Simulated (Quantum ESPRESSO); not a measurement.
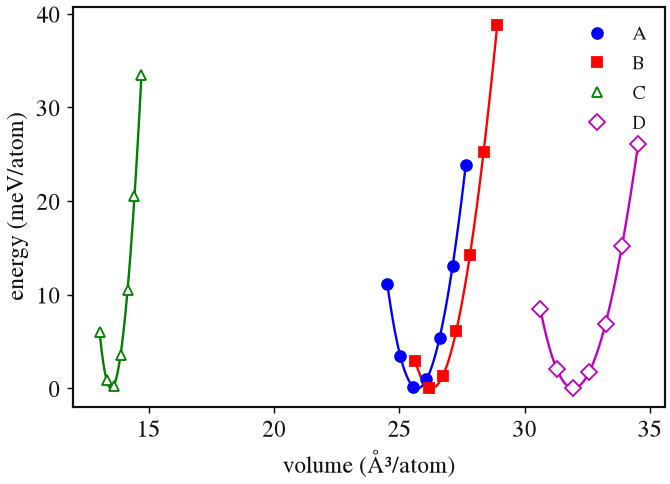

The plot gives the computed energy against volume, with one curve for each compound, for BaS, CaO, PbS and SnSe (all in space group Fm-3m (No. 225)). The labels are replaced by letters.

Computed with Quantum ESPRESSO 7.5: plane-wave DFT, no spin polarisation; energies at scaled volumes of the given cell, shape and fractions fixed, counted from the fit's minimum, third-order Birch-Murnaghan fit. Level: PBEsol.

| setting | value |
| --- | --- |
| occupations | Fermi–Dirac |
| smearing width | 0.05 eV |
| potentials | PseudoDojo 0.4.1 SR PBEsol standard |

Which letter stands for which compound?

A: PbS; B: SnSe; C: CaO; D: BaS.

Note: spin-orbit coupling left out, heavy elements (PbS); this release of the barium file is off (BaS).
